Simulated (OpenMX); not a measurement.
```
Ti
1.0
     1.47500    2.55477    0.00000
    -4.42500    2.55477    0.00000
     0.00000    0.00000    4.68000
Ti
4
Direct
  0.00000 0.82699 0.74988
  0.50000 0.32699 0.74988
  0.49892 0.67409 0.25012
  0.99892 0.17409 0.25012
```

Space group Cmcm; changed on purpose from its base cell (atoms moved at random by about 0.05 A); computed pressure about −2 GPa in this cell.

All numbers below come from OpenMX 3.8.5, Kohn-Sham DFT of a periodic cell, PBE, OpenMX 2013 PBE set.

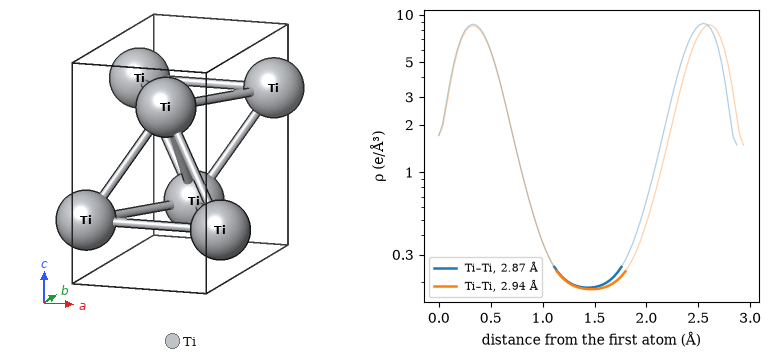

Ti. Valence pseudo-density along straight lines between neighbouring atoms. Thin, pale parts lie inside the atomic spheres. The structure is drawn too.

Core electrons are replaced by pseudopotentials, and the valence fields are smoothed inside the atomic spheres.

Q: What can be read from the curves?

A: Ti–Ti (2.87 Å): the density is about 0.18 e/Å³ at the midpoint.
Ti–Ti (2.94 Å): the density is about 0.18 e/Å³ at the midpoint.
